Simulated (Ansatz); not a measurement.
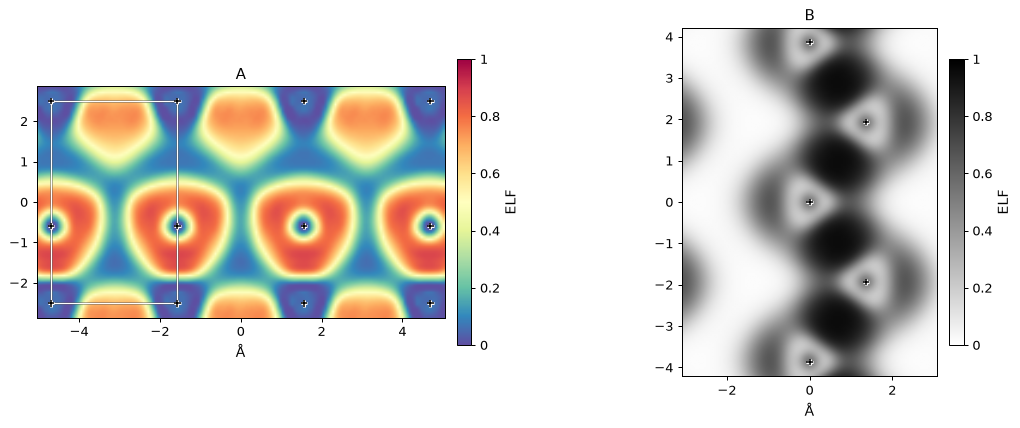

The electron localisation function of 2 systems, each on a plane through atoms (crosses mark nuclei in the plane).

All numbers below come from DFT PBE, scalar-relativistic, plane waves, PAW (Ansatz).

System 1: AlN, the (100) plane of the conventional cell. Space group P6₃mc.

System 2: Si, the (101) plane of the conventional cell. Space group Fd-3m.

```xyz
8
Lattice="5.4697 0.0000 0.0000 0.0000 5.4697 0.0000 0.0000 0.0000 5.4697" Properties=species:S:1:pos:R:3 pbc="T T T"
Si    1.3674    1.3674    1.3674
Si    4.1023    4.1023    1.3674
Si    4.1023    1.3674    4.1023
Si    1.3674    4.1023    4.1023
Si    0.0000    0.0000    0.0000
Si    2.7348    2.7348    0.0000
Si    2.7348    0.0000    2.7348
Si    0.0000    2.7348    2.7348
```

### Match each panel to its system.

Panel A is system 1, AlN: the plane holds Al and N. Al–N (1.91 Å): the ELF peaks at about 0.90 in the valence shell of N, 0.7 Å from its nucleus, and is about 0.85 at the midpoint. Panel B is system 2, Si: the plane holds Si. Si–Si (2.37 Å): the ELF peaks at about 0.95 between the atoms (localised, covalent bonding).
